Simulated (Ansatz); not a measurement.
**Energy of Cu along an even scaling of the cell**

System: Cu (P6/mmm, 3 atoms in the cell).
Method: DFT, BLYP, plane waves (420 eV) with PAW, scalar-relativistic, no spin polarisation (Ansatz 0.2.0).

The 5 runs differ only in the geometry, by an even scaling of the cell at fixed fractional positions.

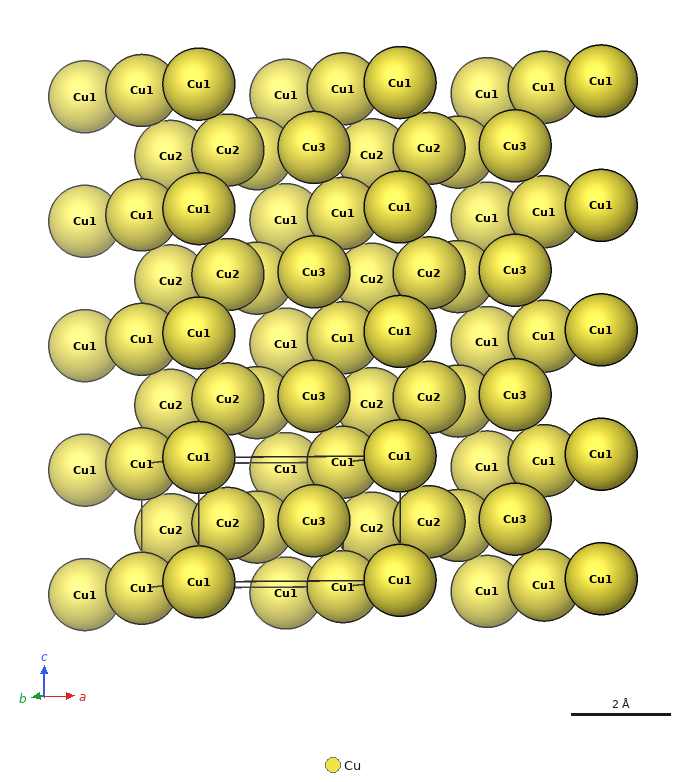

Figure 1. The structure of run 3 (spheres-only view of the cell of the calculation, repeated 2 × 2 × 4, seen at an oblique angle; atoms are numbered from 1 in the order of the input).

### Input of run 3
```yaml
crystal:
  lattice:
    - [4.2110313054, 0.0, 0.0]
    - [-2.1055156527, 3.6468600866, 0.0]
    - [0.0, 0.0, 2.5282732601]
  atoms:
    - { symbol: Cu, position: [1.0, 1.0, 0.0] }
    - { symbol: Cu, position: [0.3333333333, 0.6666666667, 0.5] }
    - { symbol: Cu, position: [0.6666666667, 0.3333333333, 0.5] }
hamiltonian:
  xc: blyp
  pseudopotentials:
    kind: paw
    azcp:
      Cu: "pseudopotentials/Cu.paw.azcp"
basis:
  ecutwfc: 420
  fft_grid_basis: typed
kpoints:
  mp_grid: { grid: [10, 10, 14], shift: [0, 0, 0] }
magnetization:
  spin_polarized: false
scf:
  occupations: { method: fermi_dirac, width: 0.1 }
  lower_state_search: "off"
output:
  stress: true
```

Run 2 differs from it as follows:
```diff
-    - [4.2110313054, 0.0, 0.0]
-    - [-2.1055156527, 3.6468600866, 0.0]
-    - [0.0, 0.0, 2.5282732601]
+    - [4.0956019945, 0.0, 0.0]
+    - [-2.0478009972, 3.546895371, 0.0]
+    - [0.0, 0.0, 2.4589703224]
```

### Results, with one run withheld

| run | volume per atom (Å³) | free energy per atom, from the lowest run given (meV) | pressure (GPa) |
| --- | --- | --- | --- |
| 1 | 11.389 | 82.70 | 19.42 |
| 2 | 11.907 | ? | ? |
| 3 | 12.942 | 0.00 | 0.01 |
| 4 | 13.978 | 24.14 | −6.91 |
| 5 | 14.495 | 50.43 | −9.26 |

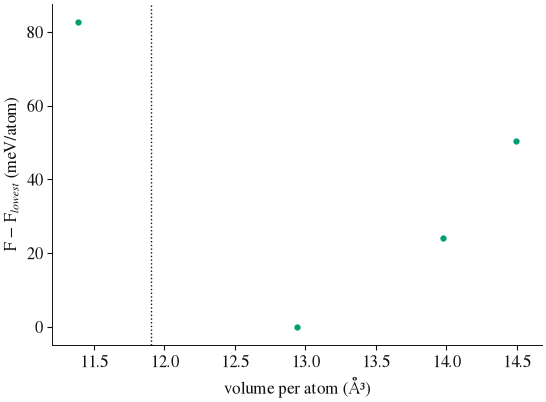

Figure 2. Free energy per atom of the runs given; the dotted line marks run 2.

What should run 2 give?

A quadratic polynomial in V^(−2/3) (the Birch–Murnaghan form), fitted to the 4 runs given, misses them by at most 0.55 meV per atom. With x = V^(−2/3) − 0.17988 Å⁻², it reads F = 0.68404 − 739.01 x + 3.0437e+05 x² (meV per atom). At run 2 it gives 34.98 meV per atom, and the run itself gives 33.60. The slope of the fit gives a pressure −dF/dV of 11.19 GPa there, and the run prints 11.31 GPa. The two needn't agree exactly: the fit is approximate, and the printed stress is taken on a finite basis. The fit has its minimum at 12.976 Å³ per atom, where V d²F/dV² gives 110 GPa. Cell shape and fractional positions are held, so this is the stiffness under even scaling; the relaxed bulk modulus wasn't computed. So low a polynomial doesn't follow these energies more closely.

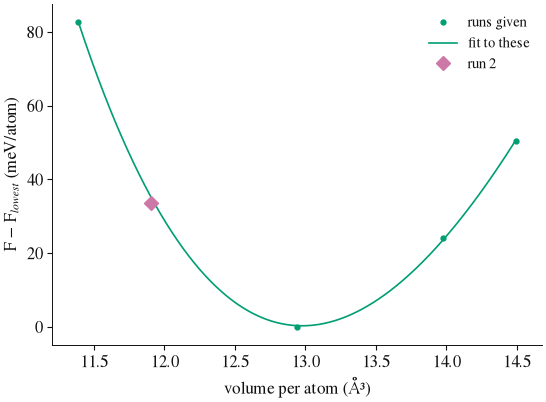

Figure 3. The fit and the withheld run.

### Output, shortened to warnings, some set-up lines, iterations and results (run 2)
```
Basis set: ecut = 420 eV, 681 PW (Γ), exchange–correlation on 60×60×36 points (8 copies of the dense FFT grid, shifted against one another)
Symmetry: 24 space group operations
k-points: 112 of 1400
Initial density: superposition of atomic densities (neutral atoms: chi_scale 0, normalization atom), corrected by the library's trained network
[...]
SCF iter   1: F=—  HF=-19902.290035 eV  |F-HF|=—  |Δ(HF+E_count)|=         —  Δρ=2.06e-2  dr2=1.06e-1  ethr=1.77e-3  ⟨swp⟩=5.0  Hψ=11976  notcnv=0
SCF iter   2: F=—  HF=-19902.277978 eV  |F-HF|=—  |Δ(HF+E_count)|=   1.21e-2  Δρ=9.82e-3  dr2=2.84e-2  ethr=1.87e-4  ⟨swp⟩=2.0  Hψ=4883  notcnv=0  defer=6
SCF iter   3: F=—  HF=-19902.273874 eV  |F-HF|=—  |Δ(HF+E_count)|=   4.10e-3  Δρ=3.53e-3  dr2=2.82e-3  ethr=4.98e-5  ⟨swp⟩=1.0  Hψ=3682  notcnv=0  defer=6
SCF iter   4: F=—  HF=-19902.273186 eV  |F-HF|=—  |Δ(HF+E_count)|=   6.88e-4  Δρ=4.42e-4  dr2=2.40e-5  ethr=4.95e-6  ⟨swp⟩=2.0  Hψ=5459  notcnv=0  defer=6
SCF iter   5: F=—  HF=-19902.273281 eV  |F-HF|=—  |Δ(HF+E_count)|=   9.51e-5  Δρ=4.64e-4  dr2=4.02e-5  ethr=4.20e-8  ⟨swp⟩=2.0  Hψ=6846  notcnv=0  defer=6
SCF iter   6: F=—  HF=-19902.273270 eV  |F-HF|=—  |Δ(HF+E_count)|=   1.11e-5  Δρ=6.72e-5  dr2=8.43e-7  ethr=4.20e-8  ⟨swp⟩=2.0  Hψ=5982  notcnv=0  defer=6
SCF iter   7: F=-19902.273270 eV  HF=-19902.273270 eV  |F-HF|=1.30e-8  |Δ(HF+E_count)|=   2.03e-7  Δρ=4.89e-6  dr2=3.19e-9  ethr=1.75e-10  ⟨swp⟩=5.0  Hψ=15674  notcnv=0
SCF 1 converged in 7 iterations: F = -19902.273270 eV  dr2 = 3.19e-9
SCF converged after 7 iterations
Free energy (F): -19902.273270 eV
Harris-Foulkes:  -19902.273270 eV  (|F-HF|=1.30e-8)
Internal energy: -19902.242656 eV  (E = F + TS)
E sigma→0 (E₀):  -19902.257963 eV
Entropy (-TS):   -0.030614 eV (-10.205 meV/atom)
Fermi energy:    17.096453 eV
--- Per-component energies (eV) ---
  E_band       = -1060.961140
  E_kinetic    = 902.809105
  E_local      = -12226.369649  (includes V_loc(G=0)·N_el)
  E_nonlocal   = 1157.160375
  E_hartree    = 5402.031958
  E_xc         = -265.104990
  E_vxc        = -341.133989  (∫ρ·V_xc dr)
  E_paw        = -5025.450885  (= ΣΔE_a)
  E_vpaw       = -1357.492403  (= ΣTr[D̂ρ^β])
  E_aug_tail   = 0.000752  (compensation charges beyond the density's cutoff)
  E_ewald      = -9847.320730
  E_core_change = 0.001408  (= ΣΔE_core)
  E_smearing   = -0.030614  (= −TS)
  E_closure    = 0.000000  (closes the sum)
  Σ components = -19902.273270   (vs F -19902.273270, Δ=0.00e0)
--- Stress (GPa, compression-positive) ---
       11.528723       0.000000       0.000000
        0.000000      11.528723       0.000000
        0.000000       0.000000      10.873462
  P = ⅓ Tr σ = 11.3103 GPa (113.103 kbar)
```
